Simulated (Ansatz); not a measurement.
# Which site? Si in place of C in C(111) slab, H on both faces (224 atoms), part 3 of 3

At which site of C(111) slab, H on both faces (224 atoms) does Si in place of C cost least, and what about the site decides it?

Ansatz 0.2.0; Kohn-Sham DFT, PBEsol, PAW (set soft_2), plane waves.

The cell: 192 C and 32 H. Sampling is at Γ alone, for a cell whose shortest periodic width is 9 Å.

So far. Step 3 (Relaxation): The relaxation converged after 4 steps, 6.09 eV below its start, with a largest force component of 0.026 eV/Å. Step 5 (Si on a site of C, site C12): The relaxation converged after 7 steps, 5.79 eV below its start, with a largest force component of 0.028 eV/Å.

## Step 6: Si on a site of C, site C190

The site has 4 bonded neighbours (C4) at 1.54 Å on average, in the slab. 

input.yaml

```yaml
crystal:
  lattice:
    - [10.089, 0.0, 0.0]
    - [-5.0445, 8.73733, 0.0]
    - [0.0, 0.0, 24.99189]
  atoms:
    [... atom lines 1 to 186 left out ...]
    - { symbol: C, position: [0.08349, 0.16663, 0.55112], spin: 0.6 }
    - { symbol: C, position: [0.00017, 0.24996, 0.53072] }
    - { symbol: C, position: [0.91686, 0.08337, 0.63302], spin: 0.6 }
    - { symbol: Si, position: [0.08352, 0.16668, 0.61267], spin: 0.6 }
    - { symbol: C, position: [0.00021, 0.25002, 0.71412] }
    - { symbol: C, position: [0.91685, 0.08335, 0.69486] }
    - { symbol: H, position: [0.24998, 2.0e-05, 0.24121] }
    [... atom lines 194 to 224 left out ...]
magnetization:
  spin_polarized: true
kpoints:
  mp_grid: { grid: [1, 1, 1] }
hamiltonian:
  xc: pbesol
scf:
  occupations: { method: fermi_dirac, width: 0.025 }
  lower_state_search: "off"
output:
  forces: true
  eigenvalues: true
relax:
  f_tol: 0.05
  max_steps: 90
```

On the command line:

```bash
$ ansatz run input.yaml --threads 4 --pin off --max-ram 15872MiB --backend cpu --events-out ev --progress --plain --runs-dir out
```

Numbers of over 12 decimals in the logs are rounded to 6 here.

Output:

```text
[...]
Crystal: 224 atoms, lattice volume = 2203.058 Å³
Basis set: ecut = 420 eV, 43055 PW (Γ), exchange–correlation on 144×144×360 points (8 copies of the dense FFT grid, shifted against one another)
Bands: 626, of which v1, the nominal top of the filled ones, is band 400 counted from 1 (399 counted from 0)
Symmetry: 1 space group operations
[...]
k-points: 1
[...]
Starting moments: Σ|m| = 3 μB on 5 of 224 sites
[...]
SCF iter   1: F=—  HF=-48303.593009 eV  |F-HF|=—  |Δ(HF+E_count)|=         —  Δρ=5.50e-2 (↑5.34e-2 ↓5.50e-2)  dr2=2.21e2  dr2_m=5.28e-1  M=0.000 μB ∫|m|=0.529 μB  β_m=0.30  ethr=3.10e-3  ⟨swp⟩=8.0  Hψ=7141  notcnv=0  defer=299
[...]
SCF iter   3: F=—  HF=-48229.864631 eV  |F-HF|=—  |Δ(HF+E_count)|=    3.24e1  Δρ=8.79e-3 (↑8.79e-3 ↓7.99e-3)  dr2=4.55e0  dr2_m=1.45e-1  M=0.000 μB ∫|m|=0.311 μB  β_m=0.30  ethr=3.10e-3  ⟨swp⟩=5.0  Hψ=3294  notcnv=0  defer=434
[...]
SCF iter   7: F=—  HF=-48229.329928 eV  |F-HF|=—  |Δ(HF+E_count)|=   1.57e-2  Δρ=8.62e-4 (↑7.70e-4 ↓8.62e-4)  dr2=4.57e-3  dr2_m=1.26e-2  M=0.000 μB ∫|m|=0.109 μB  β_m=0.30  ethr=1.54e-6  ⟨swp⟩=2.0  Hψ=1976  notcnv=0  defer=434
[...]
SCF iter  12: F=-48229.341988 eV  HF=-48229.341988 eV  |F-HF|=1.09e-7  |Δ(HF+E_count)|=   2.06e-7  Δρ=2.04e-6 (↑1.41e-6 ↓2.04e-6)  dr2=1.65e-7  dr2_m=3.68e-8  M=0.000 μB ∫|m|=0.001 μB  ethr=4.01e-10  ⟨swp⟩=3.5  Hψ=4073  notcnv=0
[...]
SCF 1 converged in 12 iterations: F = -48229.341988 eV  dr2 = 1.65e-7
[...]
relax step   1: F+E_penalty+E_count = -48229.34198764 eV  Δ(F+E_penalty+E_count) = +0.000e0 eV  max|allowed force component| = 1.311e1 eV/Å  Δτ_max = 0.0000 Å  (12 SCF iters, dr2 threshold 6.25e-5 eV, accepted)
[...]
relax step   2: F+E_penalty+E_count = -48233.02210680 eV  Δ(F+E_penalty+E_count) = -3.680e0 eV  max|allowed force component| = 5.458e0 eV/Å  Δτ_max = 0.1049 Å  (6 SCF iters, dr2 threshold 1.00e-4 eV, accepted)
[...]
relax step   3: F+E_penalty+E_count = -48233.91614649 eV  Δ(F+E_penalty+E_count) = -8.940e-1 eV  max|allowed force component| = 7.864e-1 eV/Å  Δτ_max = 0.0785 Å  (6 SCF iters, dr2 threshold 1.00e-4 eV, accepted)
[...]
relax step   4: F+E_penalty+E_count = -48233.94522815 eV  Δ(F+E_penalty+E_count) = -2.908e-2 eV  max|allowed force component| = 4.126e-2 eV/Å  Δτ_max = 0.0166 Å  (5 SCF iters, dr2 threshold 3.86e-5 eV, accepted)
[...]
relax step   5: F+E_penalty+E_count = -48233.94522850 eV  Δ(F+E_penalty+E_count) = -3.538e-7 eV  max|allowed force component| = 4.139e-2 eV/Å  Δτ_max = 0.0000 Å  (4 SCF iters, accepted)
SCF converged after 4 iterations
Magnetization: 0.0000 μB (400.0000 up, 400.0000 down)
Absolute magnetization: 0.0000 μB (∫|ρ↑−ρ↓|, with the PAW one-centre terms)
[...]
Per-site moments (μB) at R_I (Å): [(1.1514889457761854e-8, 0.632519), (-2.386025670205999e-8, 0.459574), (-1.1959530899376938e-8, 0.635313), (1.0303387845462632e-8, 0.636246), (4.195658808857352e-9, 0.636144), [...]
Free energy (F): -48233.945229 eV
[...]
Internal energy: -48233.945229 eV  (E = F + TS)
E sigma→0 (E₀):  -48233.945229 eV
Fermi energy:    6.360984 eV
[...]
Σ components = -48233.945229   (vs F -48233.945229, Δ=0.00e0)
--- Forces (eV/Å), atoms counted from 1 ---
  atom   1  C      0.00239167    -0.00117457    -0.00137838
  atom   2  C      0.00001538    -0.00015263     0.00306616
  atom   3  C     -0.00024688    -0.00204631    -0.00565205
  atom   4  C     -0.00223837     0.00125112     0.00227932
[...]
atom 224  H      0.00545173    -0.00305399    -0.00504011
  max |Σ_I F_I| component: 1.90e-6 eV/Å
--- Band table (eV) ---
[...]
--- Relaxed structure (5 steps of the walk, 5 accepted, 0 SCFs on fresh bases) ---
  F+E_penalty+E_count = -48233.94522850 eV   max|allowed force component| = 4.139e-2 eV/Å
  atoms:
    - { symbol: C, position: [0.333490, 0.916633, 0.304693] }
    - { symbol: C, position: [0.250202, -7.770605114210431e-5, 0.285330] }
    - { symbol: C, position: [0.166813, 0.833270, 0.386876] }
    - { symbol: C, position: [0.333496, 0.916630, 0.366549] }
[...]
- { symbol: H, position: [-0.00204643, 0.252167, 0.760091] }
```

The job ended after 8.6 min (4 threads of Intel Xeon Platinum 8259CL at 2.50GHz (Skylake/Cascade Lake), shared host; peak memory 6.4 GiB).

The relaxation converged after 5 steps, 4.60 eV below its start, with a largest force component of 0.041 eV/Å.

## Step 7: Si on a site of C, site C146

The site has 4 bonded neighbours (HC3) at 1.43 Å on average, in the slab. 

Input and log are left out; they have the form of those shown for this kind of step.

Elapsed: 11 min, on 4 threads of Intel Xeon Platinum 8259CL at 2.50GHz (Skylake/Cascade Lake), shared host; peak memory 6.4 GiB; 43 min of CPU time.

The relaxation converged after 7 steps, 6.85 eV below its start, with a largest force component of 0.025 eV/Å.

## Step 8: The sites compared

All these cells hold the same atoms, so their energies can be compared with no chemical potential.

```
site  neighbours  mean distance (Å)  atoms within 6 Å  energy over the best site (eV)  before relaxation (eV)  gain on relaxing (eV)
C146         HC3               1.43               113                            0.00                    0.81                   6.85
 C12          C4               1.54               121                            0.24                    0.00                   5.79
C190          C4               1.54               151                            1.48                    0.05                   4.60
```

Neighbours are those of the relaxed host within 1.85 Å (C-C), 1.34 Å (C-H); other pairs aren't counted.

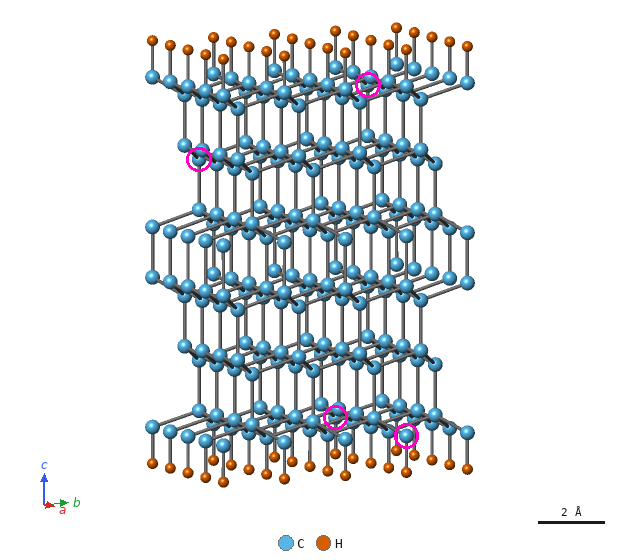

The relaxed cell with the tried sites ringed. Some periodic images of atoms are drawn too.

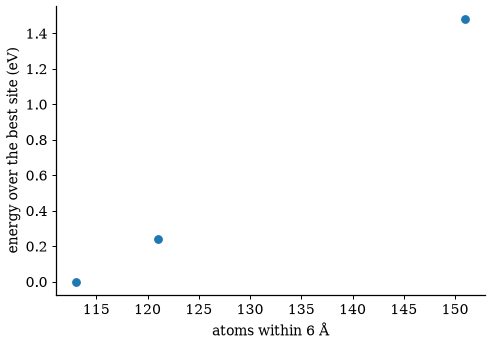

Site energy against the site's surroundings.

## Step 9: Outcome

The cheapest site is C146 (4 neighbours, HC3); the dearest, C190 (4 neighbours, C4), costs 1.5 eV more. Sites with the same first shell differ by up to 1.24 eV, from their geometry, farther neighbours or both. Relaxation changes the order: the best site before relaxing was C12.

**Limits.** Defects are neutral and interact with their images. The reference ran with fermi-dirac smearing of 0.05 eV, but 3 of the 3 defect cells with fermi-dirac smearing of 0.025 eV, spin polarised. In the spin-polarised runs the search for a state of lower energy was switched off. Only 3 of the 192 C sites were tried; unless symmetry makes the others alike to these, a cheaper one may exist.

The DFT runs together took 33 min of wall time.

[Logs are printed without paths, hosts, clocks, repeated set-up lines and the standing remarks that a program may print on its own settings, such as how far it seeks lower states.]

[Hosts, paths, dates, database ids (printed as entryN), source tags and the programs' standing remarks are cut or masked in the printed files.]
